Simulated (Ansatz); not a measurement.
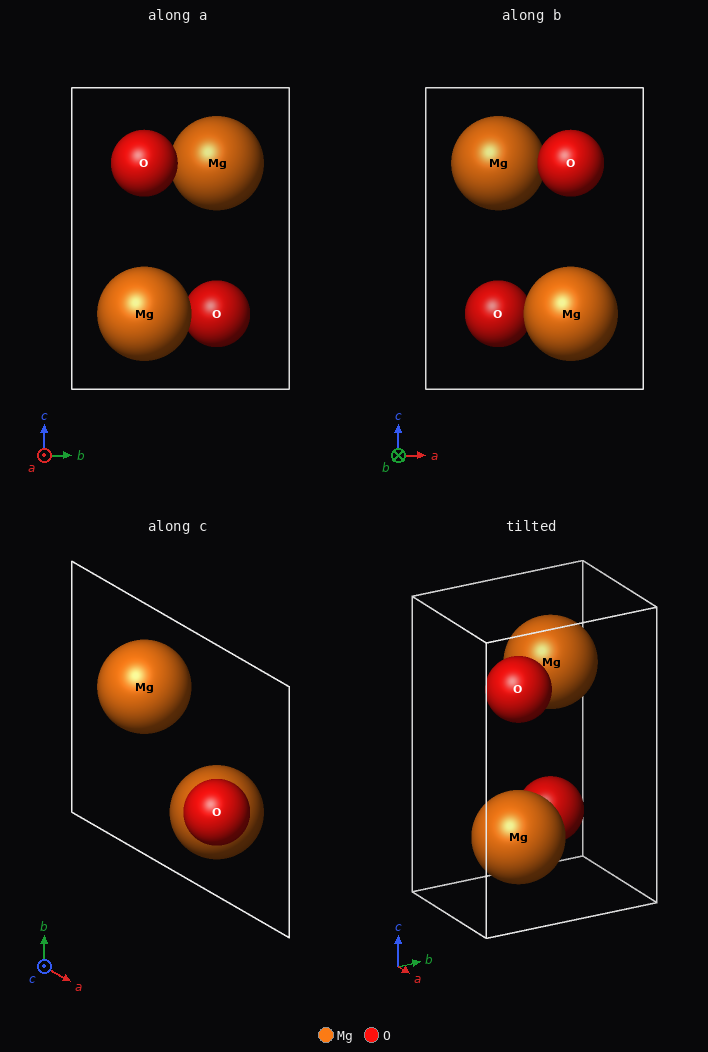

Spheres-only model, viewed along the a axis, along the b axis, along the c axis and slightly off an axis. The lines enclose the conventional unit cell; boundary atoms appear with their images.

Lattice parameters: a = 3.4943 Å, b = 3.4943 Å, c = 4.1940 Å, α = 90.000°, β = 90.000°, γ = 120.000°.

From the views, write a CIF with its space group and independent sites.

```cif
data_structure
_symmetry_space_group_name_H-M 'P 63/m m c'
_symmetry_Int_Tables_number 194
_cell_length_a 3.4943
_cell_length_b 3.4943
_cell_length_c 4.1940
_cell_angle_alpha 90.000
_cell_angle_beta 90.000
_cell_angle_gamma 120.000
_cell_volume 44.35
loop_
_atom_site_label
_atom_site_type_symbol
_atom_site_symmetry_multiplicity
_atom_site_Wyckoff_symbol
_atom_site_fract_x
_atom_site_fract_y
_atom_site_fract_z
_atom_site_occupancy
Mg1 Mg 2 d 0.3333 0.6667 0.7500 1
O1 O 2 c 0.6667 0.3333 0.7500 1
```

The model was built from a structure type filled with these elements by a generator (whether the compound takes this form wasn't checked). The geometry is the end of a relaxation with Ansatz, DFT, PBEsol, plane waves, PAW.
